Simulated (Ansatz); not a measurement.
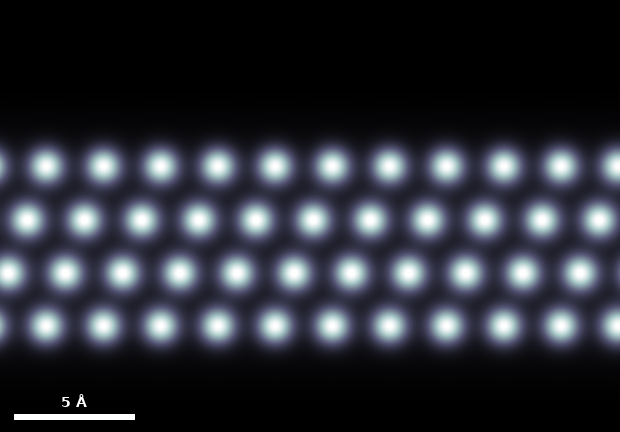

Cross-section of a slab of composition Ir, seen along a direction in its plane, the normal pointing up. Simulation: incoherent imaging, intensity Z^1.6 per atom, probe width 1.20 Å, thin sample. The probe carries 25 % of its weight in a tail 2.5 times as wide. Structure used: the geometry relaxed in a fixed cell with Ansatz 0.2.0, DFT PBE, scalar-relativistic, plane waves, PAW.

### How many atomic planes does the slab have, and what do they hold from top to bottom?

4 planes (atoms within 0.35 Å in height count as one plane):

```csv
plane,content,depth below the top plane (Å)
1,Ir,0.0
2,Ir,2.2
3,Ir,4.4
4,Ir,6.6
```

### How thick is it, and how does it end on either side?

The outermost planes are 6.6 Å apart. The upper face ends in Ir and the lower in Ir, so the sequence of planes is the same from both sides.
